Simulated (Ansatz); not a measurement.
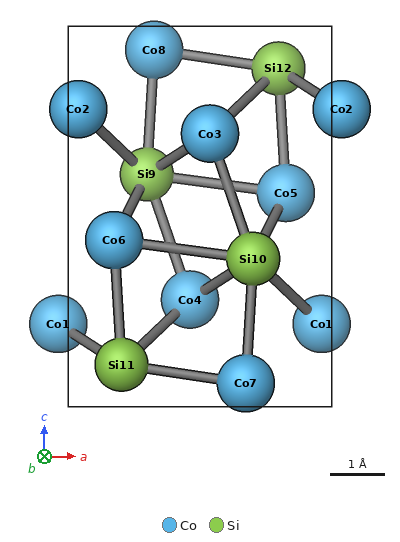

The input geometry (ball-and-stick view of the cell of the calculation, along the b axis; atoms are numbered from 1 in the order of the input). An atom can appear more than once, as a periodic image.

## Single-point calculation of Co$_{2}$Si (part 1 of 2)

- system: Co$_{2}$Si (Pnma, 12 atoms in the cell)
- method: DFT r2SCAN, scalar-relativistic, plane waves, PAW, spin-polarised (Ansatz 0.2.0)

The structure derives from an entry of the Crystallography Open Database. Figures and captions count atoms from 1; the log counts them from 0 in places.

What the program printed:
```
Engine: ansatz 0.2.0, aarch64-unknown-linux-gnu
Pseudopotentials: kind: paw
Pseudopotential: Co, paw, valence charge 17, recommended cutoff 500 eV (meta_gga), Co.paw.azcp
Pseudopotential: Si, paw, valence charge 4, recommended cutoff 500 eV (meta_gga), Si.paw.azcp
Functional definition: r2SCAN
  parameter k0 = 0.174
  parameter k1 = 0.065
  parameter a1 = 4.9479
  exchange = r2scan_x(k0 = k0, k1 = k1, a1 = a1)
  correlation = r2scan_c
Crystal: 12 atoms, lattice volume = 130.688 Å³
Basis set: ecut = 500 eV, 3313 PW (Γ), exchange–correlation on 144×120×216 points (64 copies of the dense FFT grid, shifted against one another)
Bands: 106, of which v1, the nominal top of the filled ones, is band 76 counted from 1 (75 counted from 0)
Symmetry: 8 space group operations
Space group: Pnma (ITA 62), of the structure as read, at distance tolerance 5.1e-5 Å
Magnetic group: BNS 62.441 (UNI 539), of the structure as read, at distance tolerance 5.1e-5 Å
k-points: 36 of 96
Non-local potential: Co, projectors of the file, l = 0: 3, l = 1: 2, l = 2: 3, l = 3: 1
Non-local potential: Si, projectors of the file, l = 0: 2, l = 1: 2, l = 2: 2
PAW form: soft (Blöchl's): semilocal exchange-correlation on the pseudo side does not see the compensation charge
PAW frozen core: Co, regenerated for the run's functional (the file was generated under x = pbe(κ = 0.804, μ = 0.2195149727645171), c = pbe(β = 0.06672455060314922))
PAW frozen core: Si, regenerated for the run's functional (the file was generated under x = pbe(κ = 0.804, μ = 0.2195149727645171), c = pbe(β = 0.06672455060314922))
PAW one-centre angular grid: Co, 590 points (default); XC on 160 Gauss nodes
PAW one-centre angular grid: Si, 302 points (default); XC on 160 Gauss nodes
Initial density: superposition of atomic densities (chi_scale 0.1, normalization cell)
Starting moments: Σ|m| = 24 μB on 8 of 12 sites
Initial wavefunctions: pseudopotential atomic-orbital guess
Functional: x = r2scan, c = r2scan; τ floored in thin density (d = 2e-4 eV/Å³)
iter 1 solved again at ethr=1.41e-3 eV; its pass at ethr=3.10e-3 eV (dr2=2.15e0 eV) is discarded
SCF iter   1: F=-43609.502246 eV  HF=-43606.075931 eV  |F-HF|=3.43e0  |Δ(HF+E_count)|=         —  Δρ=1.24e-1 (↑1.15e-1 ↓1.24e-1)  dr2=2.12e0  dr2_τ=3.24e-1  dr2_m=1.67e1  M=12.141 μB ∫|m|=14.777 μB  β_m=0.61  ethr=1.41e-3  ⟨swp⟩=2.1  Hψ=38209  notcnv=0
Mixer restart at iter 1: flushing history
preconditioner: auto → Kerker (q_TF=auto, 2.798 Å⁻¹)  [metal: Δε(μ)=0.003 eV  Ē_g=10.154 eV  σ=0.100 eV  W_gap=0.02  n_scr=52 (ndim 8)  ℏωp=30.5 eV  f_vac=0.000  D(μ)=15.36/eV (n_scr^D=224)]
spin=Collinear: Kerker preconditioning applied to the charge; magnetization (m = ρ↑ − ρ↓) channel mixes plain (no charge-response kernel on spin).
spin-set hold released at iteration 1 (the charge has settled, or the pull on large starting moments outlasts its swing): the magnetisation degrees of freedom join the quasi-Newton model from the next iteration; the mixer history was flushed
SCF iter   2: F=-43609.872744 eV  HF=-43609.155261 eV  |F-HF|=7.17e-1  |Δ(HF+E_count)|=    3.08e0  Δρ=6.81e-2 (↑5.76e-2 ↓6.81e-2)  dr2=2.11e0  dr2_τ=1.35e-1  dr2_m=4.27e0  M=11.054 μB ∫|m|=14.083 μB  β_m=1.20  ethr=1.40e-3  ⟨swp⟩=2.6  Hψ=12376  notcnv=0  κ⁻¹=1.0e0(r=1)
SCF iter   3: F=-43607.218141 eV  HF=-43609.983985 eV  |F-HF|=2.77e0  |Δ(HF+E_count)|=   8.29e-1  Δρ=6.54e-2 (↑1.37e-2 ↓6.54e-2)  dr2=5.66e0  dr2_τ=1.86e-2  dr2_m=1.17e0  M=9.442 μB ∫|m|=13.091 μB  β_m=1.20  ethr=1.39e-3  ⟨swp⟩=2.8  Hψ=14501  notcnv=0  defer=309  κ⁻¹=4.3e-1(r=2)
SCF iter   4: F=-43611.579491 eV  HF=-43610.760124 eV  |F-HF|=8.19e-1  |Δ(HF+E_count)|=   7.76e-1  Δρ=1.82e-2 (↑1.54e-2 ↓1.82e-2)  dr2=6.53e-1  dr2_τ=2.44e-3  dr2_m=2.07e-1  M=8.917 μB ∫|m|=12.457 μB  β_m=1.20  ethr=1.39e-3  ⟨swp⟩=2.0  Hψ=9806  notcnv=0  defer=1151  κ⁻¹=3.7e-3(r=3)
SCF iter   5: F=-43612.136648 eV  HF=-43611.921232 eV  |F-HF|=2.15e-1  |Δ(HF+E_count)|=    1.16e0  Δρ=6.39e-3 (↑6.31e-3 ↓6.39e-3)  dr2=1.38e-1  dr2_τ=1.98e-3  dr2_m=1.04e-2  M=7.651 μB ∫|m|=10.637 μB  β_m=1.20  ethr=4.29e-4  ⟨swp⟩=2.5  Hψ=12431  notcnv=0  defer=1151  κ⁻¹=1.5e-3(r=4)
SCF iter   6: F=-43612.305316 eV  HF=-43612.266597 eV  |F-HF|=3.87e-2  |Δ(HF+E_count)|=   3.45e-1  Δρ=4.97e-3 (↑4.97e-3 ↓3.88e-3)  dr2=1.86e-2  dr2_τ=7.58e-4  dr2_m=8.35e-3  M=6.927 μB ∫|m|=9.212 μB  β_m=1.20  ethr=9.10e-5  ⟨swp⟩=2.0  Hψ=14650  notcnv=0  defer=1157  κ⁻¹=4.3e-4(r=5)
SCF iter   7: F=-43612.313970 eV  HF=-43612.294797 eV  |F-HF|=1.92e-2  |Δ(HF+E_count)|=   2.82e-2  Δρ=3.42e-3 (↑2.50e-3 ↓3.42e-3)  dr2=1.42e-2  dr2_τ=2.69e-4  dr2_m=3.13e-3  M=6.876 μB ∫|m|=9.084 μB  β_m=1.20  ethr=1.23e-5  ⟨swp⟩=2.2  Hψ=11336  notcnv=0  defer=1157  κ⁻¹=1.5e-4(r=6)
SCF iter   8: F=-43612.326183 eV  HF=-43612.318530 eV  |F-HF|=7.65e-3  |Δ(HF+E_count)|=   2.37e-2  Δρ=2.08e-3 (↑1.86e-3 ↓2.08e-3)  dr2=4.33e-3  dr2_τ=6.77e-5  dr2_m=3.02e-3  M=6.858 μB ∫|m|=9.036 μB  β_m=1.20  ethr=9.32e-6  ⟨swp⟩=2.0  Hψ=11563  notcnv=0  defer=1157  κ⁻¹=4.1e-5(r=7)
SCF iter   9: F=-43612.330305 eV  HF=-43612.329236 eV  |F-HF|=1.07e-3  |Δ(HF+E_count)|=   1.07e-2  Δρ=1.36e-3 (↑1.15e-3 ↓1.36e-3)  dr2=3.31e-3  dr2_τ=2.80e-5  dr2_m=9.24e-4  M=6.802 μB ∫|m|=8.942 μB  β_m=1.20  ethr=2.85e-6  ⟨swp⟩=2.2  Hψ=11843  notcnv=0  defer=1157  κ⁻¹=2.2e-5(r=8)
SCF iter  10: F=-43612.332361 eV  HF=-43612.330955 eV  |F-HF|=1.41e-3  |Δ(HF+E_count)|=   1.72e-3  Δρ=1.18e-3 (↑9.08e-4 ↓1.18e-3)  dr2=1.38e-3  dr2_τ=1.60e-5  dr2_m=9.57e-4  M=6.797 μB ∫|m|=8.933 μB  β_m=1.20  ethr=2.17e-6  ⟨swp⟩=2.0  Hψ=8645  notcnv=0  defer=1157  κ⁻¹=1.5e-5(r=8)
SCF iter  11: F=-43612.334792 eV  HF=-43612.334033 eV  |F-HF|=7.59e-4  |Δ(HF+E_count)|=   3.08e-3  Δρ=6.97e-4 (↑3.91e-4 ↓6.97e-4)  dr2=3.92e-4  dr2_τ=3.73e-6  dr2_m=2.64e-4  M=6.742 μB ∫|m|=8.835 μB  β_m=1.20  ethr=9.09e-7  ⟨swp⟩=2.0  Hψ=11102  notcnv=0  defer=1157  κ⁻¹=6.9e-6(r=8)
SCF iter  12: F=-43612.334926 eV  HF=-43612.334636 eV  |F-HF|=2.90e-4  |Δ(HF+E_count)|=   6.03e-4  Δρ=7.86e-4 (↑2.89e-4 ↓7.86e-4)  dr2=6.80e-4  dr2_τ=3.83e-6  dr2_m=2.22e-4  M=6.741 μB ∫|m|=8.828 μB  β_m=1.20  ethr=2.58e-7  ⟨swp⟩=2.0  Hψ=9408  notcnv=0  defer=1157  κ⁻¹=4.1e-5(r=8)
SCF iter  13: F=-43612.335390 eV  HF=-43612.335046 eV  |F-HF|=3.45e-4  |Δ(HF+E_count)|=   4.09e-4  Δρ=4.04e-4 (↑2.35e-4 ↓4.04e-4)  dr2=1.60e-4  dr2_τ=1.38e-6  dr2_m=9.24e-5  M=6.728 μB ∫|m|=8.807 μB  β_m=1.20  ethr=2.58e-7  ⟨swp⟩=2.0  Hψ=10848  notcnv=0  defer=1157  κ⁻¹=1.7e-4(r=8)
SCF iter  14: F=-43612.335783 eV  HF=-43612.335713 eV  |F-HF|=7.01e-5  |Δ(HF+E_count)|=   6.67e-4  Δρ=2.13e-4 (↑1.34e-4 ↓2.13e-4)  dr2=5.65e-5  dr2_τ=5.79e-7  dr2_m=2.38e-5  M=6.708 μB ∫|m|=8.773 μB  β_m=1.20  ethr=1.05e-7  ⟨swp⟩=2.1  Hψ=12295  notcnv=0  defer=1157  κ⁻¹=4.4e-4(r=8)
SCF iter  15: F=-43612.335870 eV  HF=-43612.335823 eV  |F-HF|=4.70e-5  |Δ(HF+E_count)|=   1.10e-4  Δρ=1.00e-4 (↑9.51e-5 ↓1.00e-4)  dr2=1.12e-5  dr2_τ=3.71e-7  dr2_m=1.90e-6  M=6.695 μB ∫|m|=8.751 μB  β_m=1.20  ethr=3.72e-8  ⟨swp⟩=2.6  Hψ=12639  notcnv=0  defer=1157  κ⁻¹=2.8e-4(r=8)
SCF iter  16: F=-43612.335894 eV  HF=-43612.335882 eV  |F-HF|=1.23e-5  |Δ(HF+E_count)|=   5.85e-5  Δρ=9.14e-5 (↑4.51e-5 ↓9.14e-5)  dr2=7.73e-6  dr2_τ=1.66e-7  dr2_m=1.86e-6  M=6.695 μB ∫|m|=8.753 μB  β_m=1.20  ethr=7.39e-9  ⟨swp⟩=2.0  Hψ=11999  notcnv=0  defer=1157  κ⁻¹=2.3e-4(r=8)
SCF iter  17: F=-43612.335897 eV  HF=-43612.335892 eV  |F-HF|=4.80e-6  |Δ(HF+E_count)|=   1.05e-5  Δρ=4.54e-5 (↑3.47e-5 ↓4.54e-5)  dr2=3.00e-6  dr2_τ=4.23e-8  dr2_m=8.58e-7  M=6.700 μB ∫|m|=8.761 μB  β_m=1.20  ethr=5.09e-9  ⟨swp⟩=2.0  Hψ=11975  notcnv=0  defer=1157  κ⁻¹=2.9e-4(r=8)
SCF iter  18: F=-43612.335903 eV  HF=-43612.335902 eV  |F-HF|=1.26e-6  |Δ(HF+E_count)|=   9.22e-6  Δρ=2.51e-5 (↑2.19e-5 ↓2.51e-5)  dr2=5.26e-7  dr2_τ=1.71e-8  dr2_m=4.00e-7  M=6.698 μB ∫|m|=8.759 μB  β_m=1.20  ethr=1.98e-9  ⟨swp⟩=2.0  Hψ=11263  notcnv=0  defer=1157  κ⁻¹=1.1e-4(r=8)
SCF iter  19: F=-43612.335904 eV  HF=-43612.335904 eV  |F-HF|=6.36e-7  |Δ(HF+E_count)|=   1.98e-6  Δρ=1.19e-5 (↑1.07e-5 ↓1.19e-5)  dr2=1.61e-7  dr2_τ=8.73e-9  dr2_m=1.22e-8  M=6.697 μB ∫|m|=8.756 μB  β_m=1.20  ethr=3.46e-10  ⟨swp⟩=2.5  Hψ=12026  notcnv=0  defer=1157  κ⁻¹=6.0e-5(r=8)
SCF iter  20: F=-43612.335904 eV  HF=-43612.335904 eV  |F-HF|=1.78e-7  |Δ(HF+E_count)|=   6.92e-7  Δρ=5.45e-6 (↑5.11e-6 ↓5.45e-6)  dr2=3.29e-8  dr2_τ=1.43e-9  dr2_m=4.72e-9  M=6.697 μB ∫|m|=8.756 μB  β_m=1.20  ethr=6.58e-11  ⟨swp⟩=10.0  Hψ=35737  notcnv=0  κ⁻¹=3.7e-5(r=8)
SCF iter  21: F=-43612.335905 eV  HF=-43612.335905 eV  |F-HF|=3.63e-8  |Δ(HF+E_count)|=   2.22e-7  Δρ=3.31e-6 (↑2.64e-6 ↓3.31e-6)  dr2=1.01e-8  dr2_τ=3.33e-10  dr2_m=1.73e-9  M=6.697 μB ∫|m|=8.757 μB  ethr=2.16e-11  ⟨swp⟩=4.2  Hψ=22309  notcnv=0
SCF 1 converged in 21 iterations: F = -43612.335905 eV  dr2 = 1.01e-8
  greatest PAW one-centre occupation: 1.004 electrons in one spin orbital (limit 2), on the Co atom at site 3 (counted from 0), in its partial waves of l = 1
```

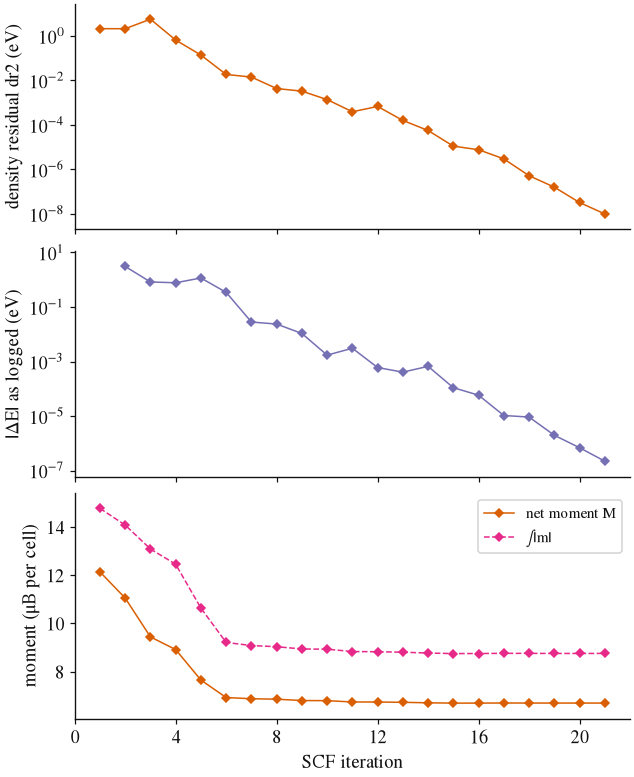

Convergence of the self-consistent field: density residual dr2, size of the energy change and magnetic moment against the SCF iteration. The residual comes down, with one marked jump up, by a factor of about 2.5, at step 3. The net moment goes from 12.1 to 6.7 μB per cell.

```
this state was not tested for a lower state beside it, because the mixer in use, unlike msr1, does not test its closes by its own steps (another_mixer; see scf.mixing.algorithm and scf.lower_state_search)
SCF converged after 21 iterations
Magnetization: 6.6969 μB (79.3485 up, 72.6515 down)
Absolute magnetization: 8.7609 μB (∫|ρ↑−ρ↓|, with the PAW one-centre terms)
Spin contamination: 0.3379 ħ² per cell (⟨S²⟩ above its minimum at these occupations)
Per-site moments (μB) at R_I (Å): [(1.1812526873658877, 0.9643085915764532), (1.1812526873658877, 0.9643085915764531), (1.1812526873658866, 0.9643085915764531), (1.1812526873658868, 0.9643085915764532), (0.7382880448626489, 0.9565735638975392), (0.738288044862649, 0.9565735638975394), (0.7382880448626508, 0.9565735638975394), (0.73828804486265, 0.9565735638975397), (-0.05907475889747078, 0.9565735638975394), (-0.05907475889747075, 0.9565735638975392), (-0.059074758897470346, 0.9565735638975397), (-0.059074758897471026, 0.9565735638975394)]
Free energy (F): -43612.335905 eV
Harris-Foulkes:  -43612.335905 eV  (|F-HF|=3.63e-8)
Internal energy: -43612.299908 eV  (E = F + TS)
E sigma→0 (E₀):  -43612.317906 eV
Entropy (-TS):   -0.035997 eV (-3.000 meV/atom)
Fermi energy:    16.971295 eV
--- Per-component energies (eV) ---
  E_band       = -2160.534964
  E_kinetic    = 3827.198803
  E_local      = -26408.894115  (includes V_loc(G=0)·N_el)
  E_nonlocal   = 3762.495783
  E_hartree    = 11341.629004
  E_xc         = -1476.775476
  E_vxc        = -2055.668231  (∫ρ·V_xc dr)
  E_paw        = -14282.359270  (= ΣΔE_a)
  E_vpaw       = -4096.581471  (= ΣTr[D̂ρ^β])
  E_aug_tail   = 0.000306  (compensation charges beyond the density's cutoff)
  E_vtau       = 127.658418  (kinetic-family band-sum trace: ∫τ·v_τ [+ j·A + Jᵃ·Aᵃ] dr)
  E_ewald      = -20372.927561
  E_core_change = -2.667382  (= ΣΔE_core)
  E_smearing   = -0.035997  (= −TS)
  E_closure    = -0.000000  (closes the sum)
  Σ components = -43612.335905   (vs F -43612.335905, Δ=0.00e0)
--- Forces (eV/Å), atoms counted from 1 ---
  atom   1  Co    -0.01665051     0.00000000     0.12886626
  atom   2  Co     0.01665051     0.00000000    -0.12886626
  atom   3  Co     0.01665051     0.00000000     0.12886626
  atom   4  Co    -0.01665051     0.00000000    -0.12886626
  atom   5  Co     0.12953878     0.00000000    -0.26662937
  atom   6  Co    -0.12953878     0.00000000     0.26662937
  atom   7  Co    -0.12953878     0.00000000    -0.26662937
  atom   8  Co     0.12953878     0.00000000     0.26662937
  atom   9  Si    -0.18915852     0.00000000    -0.31468502
  atom  10  Si     0.18915852     0.00000000     0.31468502
  atom  11  Si     0.18915852     0.00000000    -0.31468502
  atom  12  Si    -0.18915852     0.00000000     0.31468502
  max |Σ_I F_I| component: 2.78e-17 eV/Å
--- Stress (GPa, compression-positive) ---
       -8.038218       0.000000       0.000000
        0.000000      -8.361189       0.000000
        0.000000       0.000000      -9.896144
  P = ⅓ Tr σ = -8.7652 GPa (-87.652 kbar)
--- Band table (eV; the first three rows and the last of 72) ---
```
